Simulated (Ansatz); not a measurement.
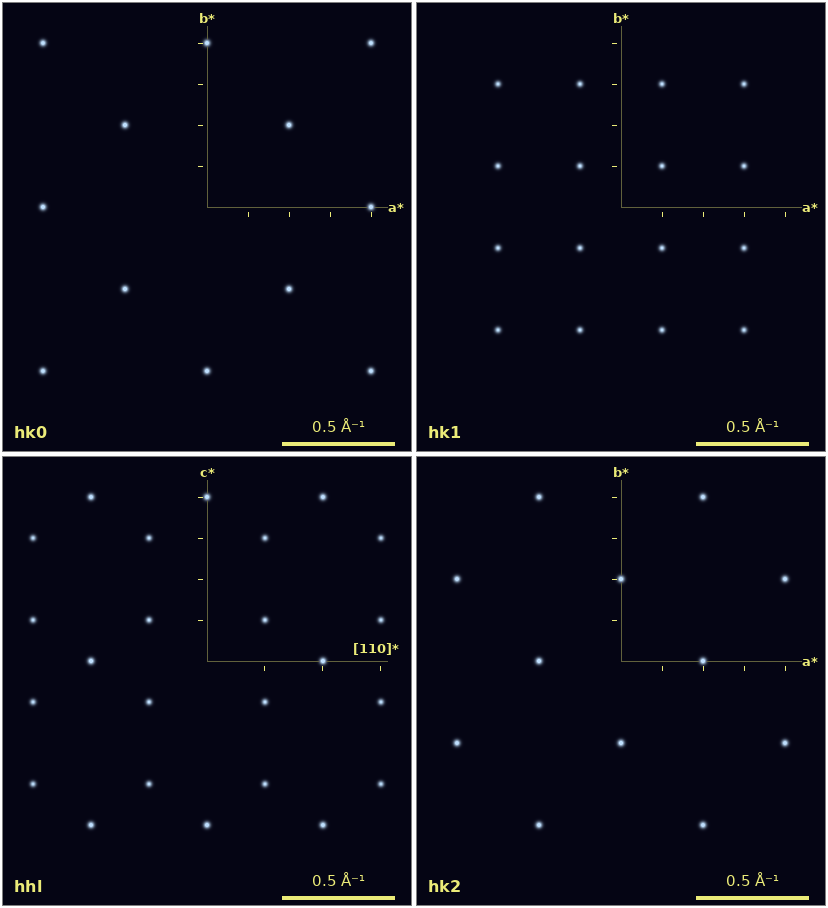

Four undistorted layers of reciprocal space, calculated for a single crystal (neutrons, kinematic |F|², B = 0.5 Å²). Tick marks count the reciprocal lattice steps of the conventional cell along each axis.

The compound is Rh. Structure: coordinates from a relaxation with DFT PBEsol, scalar-relativistic, plane waves, PAW (Ansatz); the starting structure was generated, so it need not be a known form of this composition.

> What cell do the layers give?

a* = 0.184, b* = 0.184, c* = 0.184 Å⁻¹; the cell is cubic with a = 5.43 Å.

> Which reflection conditions do the layers show?

Reflections are present only under these conditions. hkl: h + k = 2n, h + l = 2n; hk0: h = 2n, h + k = 4n; hhl: h + l = 2n; h00: h = 4n. The lattice is face-centred (F). Further gaps, such as 2 2 2, 4 4 2, come from atoms on special positions, not from the group's general conditions.

> Which space groups fit?

The intensities have Laue symmetry m-3m (the hk0 layer shows 4mm, hk1 shows 4mm). With these conditions only Fd-3m (No. 227) fits.
